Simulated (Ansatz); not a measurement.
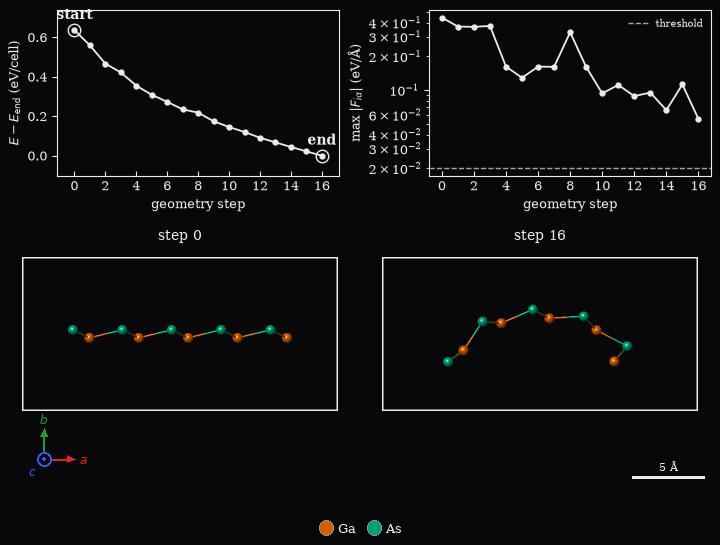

First and last geometry of a relaxation of a wire of composition GaAs, with the history of the run. Style: ball-and-stick. Shown: the 2 repeat of the cell, with the vacuum cut short, along the c axis.

Case: zigzag ribbon, 5 formula units a period, edge spins opposed.

The calculation used Ansatz, DFT PBEsol, scalar-relativistic, plane waves, PAW.

Input
```yaml
crystal:
  lattice:
    - [24.0, 0.0, 0.0]
    - [0.0, 9.9, 0.0]
    - [0.0, 0.0, 3.9904494881]
  atoms:
    - { symbol: Ga, position: [0.236012938, 0.4717672389, 0.5] }
    - { symbol: Ga, position: [0.3800058809, 0.4717672389, 0.0] }
    - { symbol: Ga, position: [0.5239988238, 0.4717672389, 0.5] }
    - { symbol: Ga, position: [0.6679917667, 0.4717672389, 1.0] }
    - { symbol: Ga, position: [0.8119847096, 0.4717672389, 0.5], spin: -1.0 }
    - { symbol: As, position: [0.1880152904, 0.5282327611, 1.0], spin: 1.0 }
    - { symbol: As, position: [0.3320082333, 0.5282327611, 0.5] }
    - { symbol: As, position: [0.4760011762, 0.5282327611, 1.0] }
    - { symbol: As, position: [0.6199941191, 0.5282327611, 0.5] }
    - { symbol: As, position: [0.763987062, 0.5282327611, 1.0] }
basis:
  ecutwfc: 420
kpoints:
  mp_grid: { grid: [1, 1, 14] }
hamiltonian:
  xc: pbesol
scf:
  occupations: { method: gaussian, width: 0.05 }
output:
  forces: true
  stress: true
  eigenvalues: true
  populations: true
  write_density: true
  write_potential: true
  elf: true
  volumetric_format: npy
magnetization:
  spin_polarized: true
relax:
  adjacent_minimum: "off"
  f_tol: 0.02
  max_steps: 45
  cell: { fix: [a, b, alpha, beta, gamma], stress_tol: 0.03 }
```

Command:
```bash
ansatz run input.yaml --threads 4 --pin off --max-ram 11264MiB --backend cpu --events-out ev --progress --plain --runs-dir out
```

Question: Did the run converge, and what did it change?

Answer: The run was cut off at its time limit before the relaxation converged, so the last structure is only a point on the way. Over 16 geometry steps the energy falls by 0.637 eV per cell of the calculation. Largest force component: 0.44 eV/Å at the start, 0.055 eV/Å at the end. The largest move relative to the centre of the atoms is that of Ga5, 2.82 Å. By element the largest moves are Ga 2.82 Å, As 2.48 Å. Along the periodic axis the drawn cell goes c 7.981 → 7.901 Å (−1.0 %). Some distances before and after: Ga1–As7 2.371 → 2.416 Å, Ga2–As8 2.371 → 2.407 Å, Ga1–As6 2.371 → 2.394 Å, Ga2–As7 2.371 → 2.375 Å. Bond angles that change, for instance: Ga4–As10–Ga5 114.6° → 82.7°, Ga1–As7–Ga2 114.6° → 105.2°, As6–Ga1–As7 114.6° → 122.0°. The program noted that the starting moments weren't kept. The run took 33 min on 4 threads of Arm Neoverse V1 (shared host), peak memory 2.6 GiB.
